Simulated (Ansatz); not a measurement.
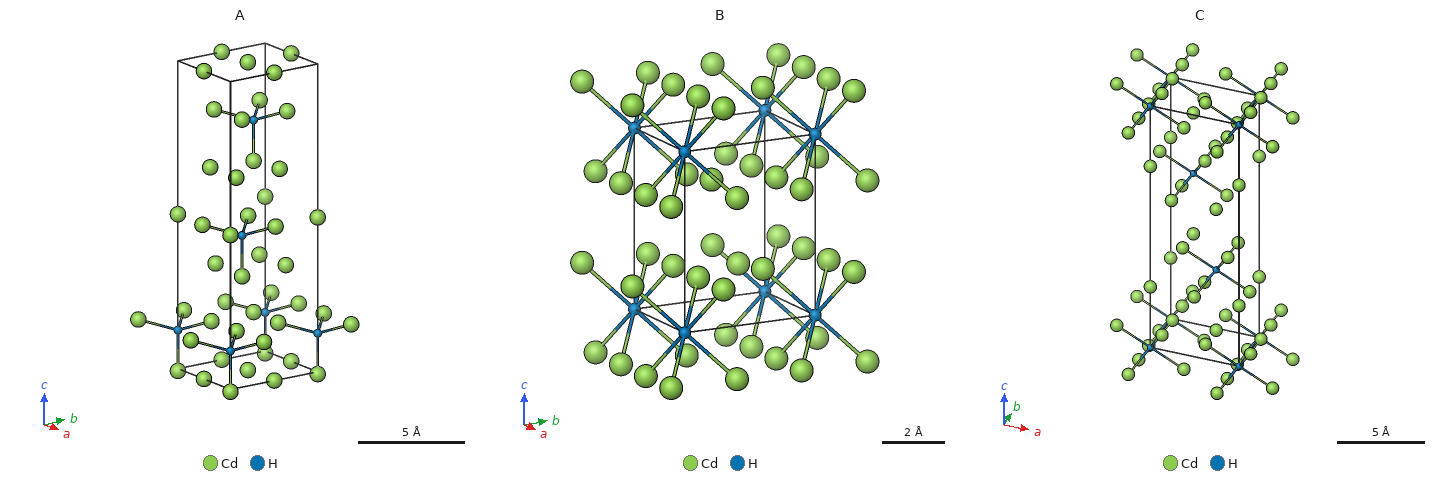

Three structures of Cd$_{8}$H, each relaxed to rest (conventional cells in solid outline, small ones repeated, each panel with its own scale). Method: DFT PBE, scalar-relativistic, plane waves, PAW in Ansatz, without spin polarisation.

What are the structures shown?

A: 27 atoms a cell on a rhombohedral (trigonal R) lattice, R3m; B: 9 atoms a cell on a primitive hexagonal lattice, P-3m1; C: 27 atoms a cell on a rhombohedral (trigonal R) lattice, R-3m.

Rank them by energy, lowest first.

A, then B (+30 meV/atom) and C (+39 meV/atom), energies at zero smearing.

Collect the results in a table.

| panel | structure | E − E(lowest) (meV/atom) | volume (Å³/atom) | gap (eV) |
| --- | --- | --- | --- | --- |
| A | R3m | 0 | 21.2 | metal |
| B | P-3m1 | 30 | 21.2 | metal |
| C | R-3m | 39 | 21.1 | metal |

Some of these may be structure types tried for this composition rather than known phases, and the most stable form need not be among them. Gaps are taken on the k-mesh or band path of each run.
